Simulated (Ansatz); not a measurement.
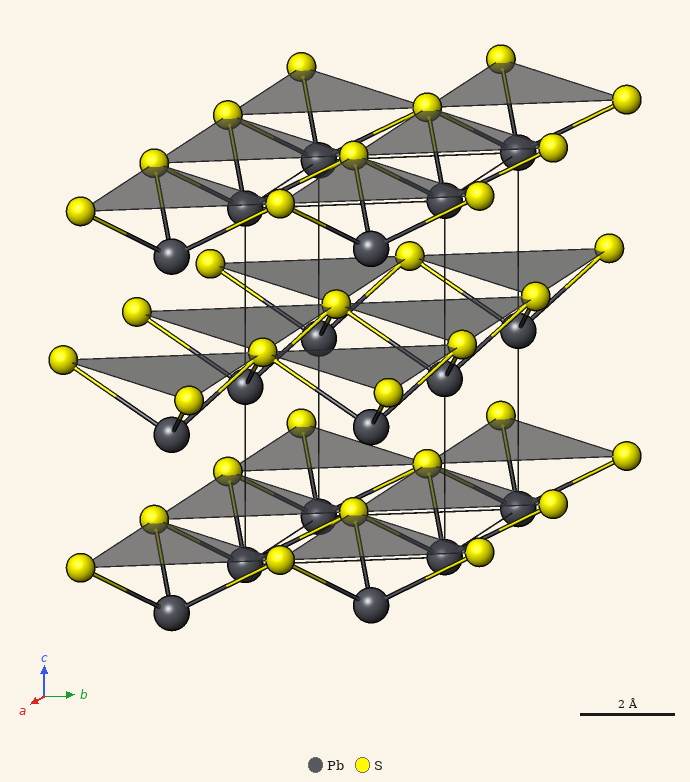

*The input geometry (polyhedral view of the cell of the calculation, repeated 2 × 1 × 1, seen slightly off an axis; polyhedra are completed across the faces of the cell). An atom can appear more than once, as a periodic image.*

Band-structure calculation, with input and output: PbS

System: PbS (P6₃mc, 4 atoms in the cell).
Method: DFT, PBE, plane waves, PAW, no spin polarisation (Ansatz 0.2.0).

The structure derives from a Materials Project entry. The geometry comes from this level: r2scan-rvv10 (a point of a series of strains). It belongs to a series of runs on one base structure; here: hydrostatic strain +5.1%.

Output:
```
scf.n_extra_bands = 5 over 20 filled bands (N_el = 40.0): the run solves 25 bands
Engine: ansatz 0.2.0, aarch64-unknown-linux-gnu
Pseudopotentials: kind: paw
Pseudopotential: Pb, paw, valence charge 14, recommended cutoff 420 eV (normal), Pb.paw.azcp
Pseudopotential: S, paw, valence charge 6, recommended cutoff 420 eV (normal), S.paw.azcp
Functional definition: PBE
  parameter kappa = 0.804
  parameter beta = 0.06672455060314922
  exchange = pbe_x(kappa = kappa, mu = beta*pi^2/3)
  correlation = pbe_c(beta = beta)
Crystal: 4 atoms, lattice volume = 125.367 Å³
Basis set: ecut = 420 eV, 2397 PW (Γ), exchange–correlation on 60×60×108 points (8 copies of the dense FFT grid, shifted against one another)
Bands: 25, of which v1, the nominal top of the filled ones, is band 20 counted from 1 (19 counted from 0)
Symmetry: 4 space group operations
Space group: Cmc21 (ITA 36), of the structure as read, at distance tolerance 5.0e-5 Å
k-points: 129 of 576 (time reversal used)
Non-local potential: Pb, projectors of the file, l = 0: 2, l = 1: 2, l = 2: 2, l = 3: 2
Non-local potential: S, projectors of the file, l = 0: 2, l = 1: 2, l = 2: 2
PAW form: soft (Blöchl's): semilocal exchange-correlation on the pseudo side does not see the compensation charge
PAW one-centre angular grid: Pb, 590 points (default); XC on 64 Gauss nodes
PAW one-centre angular grid: S, 110 points (default); XC on 64 Gauss nodes
Initial density: superposition of atomic densities (neutral atoms: chi_scale 0, normalization atom), corrected by the library's trained network
Initial wavefunctions: pseudopotential atomic-orbital guess
Functional: x = pbe(κ = 0.804, μ = 0.2195149727645171), c = pbe(β = 0.06672455060314922)
SCF iter   1: F=—  HF=-25618.821861 eV  |F-HF|=—  |Δ(HF+E_count)|=         —  Δρ=1.04e-3  dr2=1.99e-3  ethr=1.77e-3  ⟨swp⟩=8.4  Hψ=16971  notcnv=0
preconditioner: auto → Resta (q_TF=auto, 2.255 Å⁻¹)  ε∞=3.3  [insulator: Δε(μ)=0.909 eV  Ē_g=13.913 eV  σ=0.020 eV  W_gap=1.00  n_scr=22 (ndim 8)  ℏωp=21.0 eV  f_vac=0.025  D(μ)=0.00/eV (n_scr^D=0)  ε∞_Penn≈3.3]
SCF iter   2: F=—  HF=-25618.820017 eV  |F-HF|=—  |Δ(HF+E_count)|=   1.84e-3  Δρ=5.51e-4  dr2=3.29e-4  ethr=4.97e-6  ⟨swp⟩=2.0  Hψ=7174  notcnv=0  defer=7
SCF iter   3: F=—  HF=-25618.820266 eV  |F-HF|=—  |Δ(HF+E_count)|=   2.49e-4  Δρ=2.13e-4  dr2=6.85e-5  ethr=8.22e-7  ⟨swp⟩=2.3  Hψ=4207  notcnv=0  defer=7
SCF iter   4: F=—  HF=-25618.820255 eV  |F-HF|=—  |Δ(HF+E_count)|=   1.02e-5  Δρ=5.52e-5  dr2=7.56e-6  ethr=1.71e-7  ⟨swp⟩=2.0  Hψ=4224  notcnv=0  defer=7
SCF iter   5: F=—  HF=-25618.820266 eV  |F-HF|=—  |Δ(HF+E_count)|=   1.04e-5  Δρ=2.65e-5  dr2=8.15e-7  ethr=1.89e-8  ⟨swp⟩=2.0  Hψ=4390  notcnv=0  defer=7
SCF iter   6: F=-25618.820267 eV  HF=-25618.820267 eV  |F-HF|=2.64e-8  |Δ(HF+E_count)|=   1.35e-6  Δρ=5.26e-6  dr2=3.64e-8  ethr=2.50e-10  ⟨swp⟩=10.7  Hψ=25853  notcnv=0
SCF 1 converged in 6 iterations: F = -25618.820267 eV  dr2 = 3.64e-8
  greatest PAW one-centre occupation: 0.981 electrons in one spin orbital (limit 2), on the Pb atom at site 1 (counted from 0), in its partial waves of l = 2
NSCF: frozen V_eff on 8 k-points
SCF converged after 6 iterations
Free energy (F): -25618.820267 eV
Harris-Foulkes:  -25618.820267 eV  (|F-HF|=2.64e-8)
Internal energy: -25618.820267 eV  (E = F + TS)
E sigma→0 (E₀):  -25618.820267 eV
Fermi energy:    6.260715 eV
--- Per-component energies (eV) ---
  E_band       = -195.774196
  E_kinetic    = 782.619147
  E_local      = -2803.062611  (includes V_loc(G=0)·N_el)
  E_nonlocal   = 756.680006
  E_hartree    = 1088.557259
  E_xc         = -634.222304
  E_vxc        = -437.134290  (∫ρ·V_xc dr)
  E_paw        = -22007.413530  (= ΣΔE_a)
  E_vpaw       = -671.997448  (= ΣTr[D̂ρ^β])
  E_aug_tail   = 0.000101  (compensation charges beyond the density's cutoff)
  E_ewald      = -2801.978336
  E_smearing   = -0.000000  (= −TS)
  E_closure    = 0.000000  (closes the sum)
  Σ components = -25618.820267   (vs F -25618.820267, Δ=0.00e0)
--- Forces (eV/Å), atoms counted from 1 ---
  atom   1  Pb     0.00000000    -0.00003548    -0.04408888
  atom   2  Pb     0.00000000     0.00003548    -0.04408888
  atom   3  S      0.00000000     0.00005428     0.04409050
  atom   4  S      0.00000000    -0.00005428     0.04409050
  max |Σ_I F_I| component: 3.25e-6 eV/Å
--- Stress (GPa, compression-positive) ---
       -2.603317       0.000000       0.000000
        0.000000      -2.603568       0.000000
        0.000000       0.000000      -1.379168
  P = ⅓ Tr σ = -2.1954 GPa (-21.954 kbar)
--- Band table (eV; the first three rows and the last of 129) ---
  k-point 0: bands = ["-10.7374", "-10.6938", "-10.6938", "-10.6826", "-10.6826", "-10.6715", "-10.6715", "-10.6579", "-10.6491", "-10.6491", "-6.6572", "-6.0999", "-1.7332", "-0.4424", "4.3491", "4.3510", "4.3511", "4.5771", "4.5772", "5.3632", "7.1254", "9.3772", "9.3773", "9.5454", "9.6272"]
  k-point 1: bands = ["-10.7257", "-10.6915", "-10.6915", "-10.6838", "-10.6838", "-10.6695", "-10.6689", "-10.6689", "-10.6529", "-10.6529", "-6.5878", "-6.1967", "-1.5404", "-0.6331", "4.3851", "4.3852", "4.4667", "4.5451", "4.5452", "5.1473", "7.4992", "9.1601", "9.3846", "9.3847", "9.5550"]
  k-point 2: bands = ["-10.6975", "-10.6975", "-10.6871", "-10.6871", "-10.6871", "-10.6871", "-10.6615", "-10.6615", "-10.6615", "-10.6615", "-6.4055", "-6.4055", "-1.0859", "-1.0859", "4.4661", "4.4661", "4.4662", "4.4662", "4.7694", "4.7694", "8.3123", "8.3123", "9.4389", "9.4389", "9.4389"]
  k-point 128: bands = ["-10.7405", "-10.7405", "-10.6836", "-10.6836", "-10.6741", "-10.6741", "-10.6605", "-10.6605", "-10.6399", "-10.6399", "-5.6018", "-5.6018", "-1.8515", "-1.8515", "3.2234", "3.2234", "3.7571", "3.7571", "4.2243", "4.2243", "8.1831", "8.1831", "9.5378", "9.5378", "9.9520"]
```

File bands.tsv:
```
# k_distance	band_0	band_1	band_2	band_3	band_4	band_5	band_6	band_7	band_8	band_9	band_10	band_11	band_12	band_13	band_14	band_15	band_16	band_17	band_18	band_19	band_20	band_21	band_22	band_23	band_24
# fermi_ev = 6.260715
# lock_threshold_ev = 1e-6
# [0, 0, 0] at k_distance = 0.000000
# [-0.0000040472, 0.5000010118, 0] at k_distance = 0.844760
# [-0.3333394041, 0.6666707138, 0] at k_distance = 1.332482
# [0, 0, 0.5] at k_distance = 2.386830
# [-0.0000040472, 0.5000010118, 0.5] at k_distance = 3.231589
# [-0.3333394041, 0.6666707138, 0.5] at k_distance = 3.719312
# [-0.0000004047, 0.0500001012, 0] at k_distance = 4.707270
# [0.333333, 0.333333, 0] at k_distance = 5.610549
# levels_relative_to = fermi_ev
# free_energy_ev = -25618.820267
# largest_residual_norms_ev = 2.173e-4 2.347e-4 2.365e-4 2.395e-4 2.173e-4 2.373e-4 2.189e-4 2.433e-4 2.279e-4 2.392e-4 5.188e-4 6.274e-4 5.807e-4 7.254e-4 1.589e-3 1.541e-3 1.482e-3 1.863e-3 1.624e-3 1.666e-3 1.577e-3 1.642e-3 1.400e-3 1.692e-3 3.242e-3
0.000000	-16.998076	-16.954506	-16.954502	-16.943326	-16.943322	-16.932260	-16.932257	-16.918628	-16.909837	-16.909831	-12.917948	-12.360651	-7.993887	-6.703156	-1.911611	-1.909736	-1.909594	-1.683574	-1.683552	-0.897537	0.864659	3.116462	3.116562	3.284703	3.366451
0.844760	-17.024934	-16.980131	-16.977871	-16.950070	-16.938264	-16.926750	-16.919842	-16.902275	-16.898613	-16.884837	-11.927111	-11.805354	-8.381572	-7.683846	-3.767410	-3.428970	-2.837782	-2.089282	-1.496565	-1.110957	0.453892	2.695201	3.008403	3.494026	3.553580
1.332482	-16.999788	-16.999787	-16.974015	-16.940097	-16.940095	-16.918987	-16.918985	-16.913055	-16.913050	-16.887268	-11.742241	-11.742214	-8.569802	-7.618157	-3.504795	-3.504759	-3.159929	-2.722877	-2.722723	-0.445242	2.740448	2.740558	3.155338	3.155503	3.156290
2.386830	-16.958244	-16.958244	-16.947828	-16.947828	-16.947824	-16.947824	-16.922199	-16.922199	-16.922194	-16.922194	-12.666195	-12.666195	-7.346579	-7.346579	-1.794580	-1.794580	-1.794496	-1.794496	-1.491341	-1.491341	2.051548	2.051548	3.178140	3.178140	3.178185
3.231589	-17.001247	-17.001247	-16.944268	-16.944268	-16.934782	-16.934782	-16.921170	-16.921170	-16.900653	-16.900653	-11.862517	-11.862517	-8.112175	-8.112175	-3.037250	-3.037250	-2.503737	-2.503737	-2.036410	-2.036410	1.922299	1.922299	3.277003	3.277003	3.691214
3.719312	-16.993267	-16.993267	-16.943499	-16.943499	-16.930655	-16.930655	-16.919786	-16.919786	-16.915634	-16.915634	-11.740512	-11.740512	-8.171551	-8.171551	-3.795489	-3.795489	-2.175190	-2.175190	-1.788059	-1.788059	1.405003	1.405003	3.312291	3.312291	4.490453
4.707270	-16.997600	-16.956360	-16.953951	-16.943984	-16.942464	-16.932633	-16.931964	-16.917632	-16.910355	-16.909879	-12.900998	-12.346883	-7.983515	-6.742268	-1.984562	-1.945380	-1.905705	-1.813485	-1.686830	-0.746740	0.848861	2.941115	3.162221	3.350848	3.368516
5.610549	-16.999787	-16.999787	-16.974015	-16.940096	-16.940096	-16.918987	-16.918985	-16.913055	-16.913050	-16.887268	-11.742240	-11.742216	-8.569802	-7.618157	-3.504792	-3.504763	-3.159929	-2.722869	-2.722730	-0.445242	2.740460	2.740546	3.155353	3.155488	3.156290
```

File rho_z.tsv:
```
# z_ang	rho[e/angstrom^3]
# format = ansatz-planar-average/11
# lattice	2.147105490	-3.718956002	0.000000000
# lattice	2.147105490	3.718956002	0.000000000
# lattice	0.000000000	0.000000000	7.850137642
# sites	4
# site	82	2.147105490	3.718904866	3.924774293
# site	82	2.147105490	-3.718904866	7.849843114
# site	16	2.147105490	-1.239716094	5.332108015
# site	16	2.147105490	1.239716094	1.407039194
0.000000	7.285785e-1
0.145373	7.002509e-1
0.290746	6.133623e-1
0.436119	5.067371e-1
0.581492	4.141440e-1
0.726865	3.526903e-1
0.872238	3.208856e-1
1.017610	3.039494e-1
1.162983	2.884003e-1
1.308356	2.723428e-1
1.453729	2.600100e-1
1.599102	2.513232e-1
1.744475	2.389759e-1
1.889848	2.154497e-1
2.035221	1.810408e-1
2.180594	1.435709e-1
2.325967	1.118476e-1
2.471340	9.085806e-2
2.616713	8.195965e-2
2.762085	8.587144e-2
2.907458	1.047164e-1
3.052831	1.433898e-1
3.198204	2.099403e-1
3.343577	3.093210e-1
3.488950	4.356789e-1
3.634323	5.698429e-1
3.779696	6.796003e-1
3.925069	7.285785e-1
4.070442	7.002509e-1
4.215815	6.133623e-1
4.361188	5.067371e-1
4.506560	4.141440e-1
4.651933	3.526903e-1
4.797306	3.208856e-1
4.942679	3.039494e-1
5.088052	2.884003e-1
5.233425	2.723428e-1
5.378798	2.600100e-1
5.524171	2.513232e-1
5.669544	2.389759e-1
5.814917	2.154497e-1
5.960290	1.810408e-1
6.105663	1.435709e-1
6.251036	1.118476e-1
6.396408	9.085806e-2
6.541781	8.195965e-2
6.687154	8.587144e-2
6.832527	1.047164e-1
6.977900	1.433898e-1
7.123273	2.099403e-1
7.268646	3.093210e-1
7.414019	4.356789e-1
7.559392	5.698429e-1
7.704765	6.796003e-1
```

File v_z.tsv:
```
# z_ang	v_es[eV]	v_tot[eV]
# format = ansatz-planar-average/11
# xc	pbe
# density_cutoff_ev	1680
# datasets	Pb=:simpson_from_first_knot:soft	S=:simpson_from_first_knot:soft
# lattice	2.147105490	-3.718956002	0.000000000
# lattice	2.147105490	3.718956002	0.000000000
# lattice	0.000000000	0.000000000	7.850137642
# sites	4
# site	82	2.147105490	3.718904866	3.924774293
# site	82	2.147105490	-3.718904866	7.849843114
# site	16	2.147105490	-1.239716094	5.332108015
# site	16	2.147105490	1.239716094	1.407039194
0.000000	-4.811243e-1	-1.088121e1
0.145373	-4.633826e-1	-1.103368e1
0.290746	-2.810842e-1	-1.087600e1
0.436119	1.267947e-1	-1.036649e1
0.581492	7.293923e-1	-9.580796e0
0.726865	1.380262e0	-8.724857e0
0.872238	1.978377e0	-7.935470e0
1.017610	2.426287e0	-7.366063e0
1.162983	2.691967e0	-7.053620e0
1.308356	2.982083e0	-6.679674e0
1.453729	3.375417e0	-6.067636e0
1.599102	3.872596e0	-5.193259e0
1.744475	4.591386e0	-4.012364e0
1.889848	5.667825e0	-2.504049e0
2.035221	7.009441e0	-7.366548e-1
2.180594	8.201311e0	9.146854e-1
2.325967	8.880948e0	1.992258e0
2.471340	9.059325e0	2.446272e0
2.616713	8.877411e0	2.393512e0
2.762085	8.404202e0	1.887083e0
2.907458	7.502606e0	7.651228e-1
3.052831	5.924642e0	-1.211974e0
3.198204	3.955174e0	-3.722779e0
3.343577	2.151486e0	-6.177536e0
3.488950	8.464075e-1	-8.160705e0
3.634323	5.883082e-2	-9.553099e0
3.779696	-3.339300e-1	-1.041598e1
3.925069	-4.811243e-1	-1.088121e1
4.070442	-4.633826e-1	-1.103368e1
4.215815	-2.810842e-1	-1.087600e1
4.361188	1.267947e-1	-1.036649e1
4.506560	7.293923e-1	-9.580796e0
4.651933	1.380262e0	-8.724857e0
4.797306	1.978377e0	-7.935470e0
4.942679	2.426287e0	-7.366063e0
5.088052	2.691967e0	-7.053620e0
5.233425	2.982083e0	-6.679674e0
5.378798	3.375417e0	-6.067636e0
5.524171	3.872596e0	-5.193259e0
5.669544	4.591386e0	-4.012364e0
5.814917	5.667825e0	-2.504049e0
5.960290	7.009441e0	-7.366548e-1
6.105663	8.201311e0	9.146854e-1
6.251036	8.880948e0	1.992258e0
6.396408	9.059325e0	2.446272e0
6.541781	8.877411e0	2.393512e0
6.687154	8.404202e0	1.887083e0
6.832527	7.502606e0	7.651228e-1
6.977900	5.924642e0	-1.211974e0
7.123273	3.955174e0	-3.722779e0
7.268646	2.151486e0	-6.177536e0
7.414019	8.464075e-1	-8.160705e0
7.559392	5.883082e-2	-9.553099e0
7.704765	-3.339300e-1	-1.041598e1
```

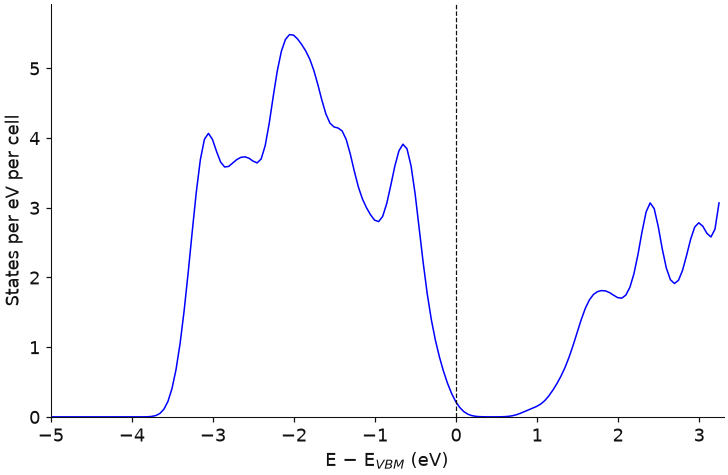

*Density of states (the curve is built from the levels of the k mesh with Gaussians 0.3 eV wide, which also blur the band edges), with energies from the valence-band top.*

There is a gap of 0.90 eV on the k-point mesh. Small ripples come from the finite k-point mesh.

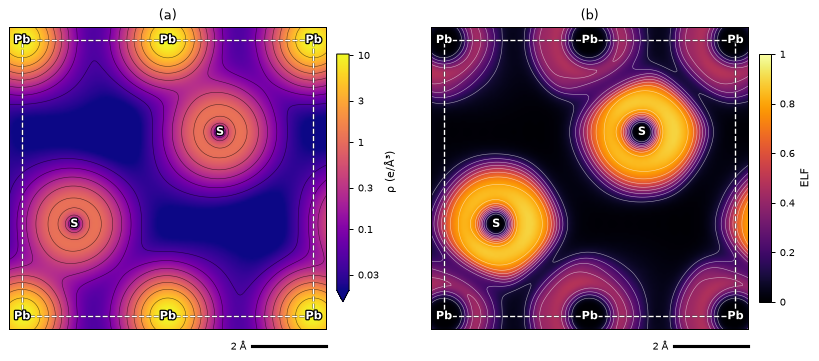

*(a) valence electron density; (b) ELF on the (110) plane of the conventional cell.*

Pb–S (2.85 Å): the density is about 0.28 e/Å³ at the midpoint; the ELF peaks at about 0.85 in the valence shell of S, 0.8 Å from its nucleus, and drops to about 0.25 between the two atoms. Away from the nuclei the density in this plane falls to 0.009 e/Å³ at its lowest. Core electrons are frozen (PAW), so the fields are smoothed inside the atomic spheres.

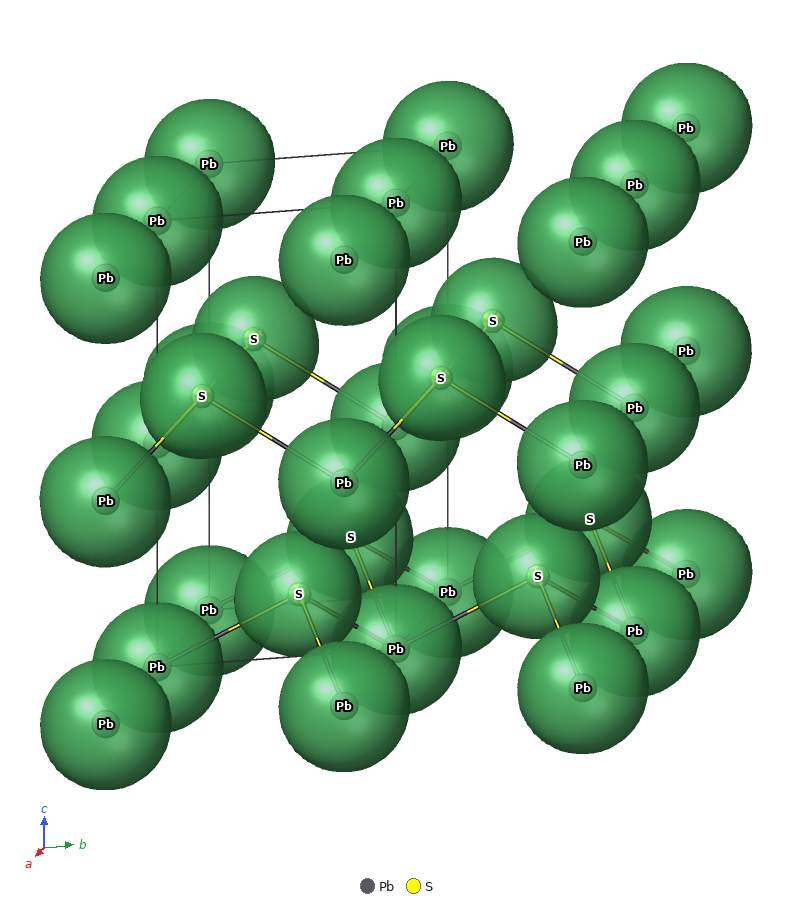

*Isosurface of the valence pseudo-density at 0.4 e/Å³ (green), seen slightly off an axis. Sticks mark near contacts. The outline is the cell set on symmetry axes.*

At this value the density breaks into separate islands; it holds about 70 % of the electrons treated as valence (semicore included). It is pinched off along the Pb–S (2.85 Å) contacts. On the grid the lowest density along these lines, outside the cores, is 0.28 e/Å³ (Pb–S, 2.85 Å).

The run was set up as follows.

Input file:
```yaml
crystal:
  lattice:
    - [2.1471054897, -3.7189560017, 0.0]
    - [2.1471054897, 3.7189560017, 0.0]
    - [0.0, 0.0, 7.8501376422]
  atoms:
    - { symbol: Pb, position: [6.875e-06, 0.999993125, 0.4999624811] }
    - { symbol: Pb, position: [0.999993125, 6.875e-06, 0.9999624811] }
    - { symbol: S, position: [0.6666752838, 0.3333247162, 0.6792375189] }
    - { symbol: S, position: [0.3333247162, 0.6666752838, 0.1792375189] }
kpoints:
  mp_grid: { grid: [12, 12, 4] }
  band_path:
    path:
      - [0.0, 0.0, 0.0]
      - [-4.0472e-06, 0.5000010118, 0.0]
      - [-0.3333394041, 0.6666707138, 0.0]
      - [0.0, 0.0, 0.5]
      - [-4.0472e-06, 0.5000010118, 0.5]
      - [-0.3333394041, 0.6666707138, 0.5]
      - [-4.047e-07, 0.0500001012, 0.0]
      - [0.333333, 0.333333, 0.0]
    npoints: 1
hamiltonian:
  xc: pbe
scf:
  occupations: { method: fermi_dirac, width: 0.02 }
  n_extra_bands: 5
output:
  forces: true
  stress: true
  eigenvalues: true
  write_density: true
  write_potential: true
  elf: true
  volumetric_format: npy
```

Command:
```bash
ansatz run input.yaml --threads 4 --pin off --max-ram 4608MiB --backend cpu --events-out ev --progress --plain --runs-dir out
```

Results in brief:

| quantity | value |
| --- | --- |
| outcome | converged |
| space group (tolerance 0.01 Å) | P6₃mc (186) |
| electrons treated | 40 |
| free energy | −25618.8203 eV |
| Fermi energy | 6.261 eV |
| gap on the k-point mesh | 0.90 eV |
| pressure | −2.20 GPa |
| largest force (length of the vector) | 0.044 eV/Å |
| hardware | 4 threads of Arm Neoverse V1, 24 GiB of memory available, shared host |
| wall time | 13 s (CPU time 49 s) |
| peak memory | 0.61 GiB |

Remarks:

Spin–orbit coupling is left out, which matters for Pb.
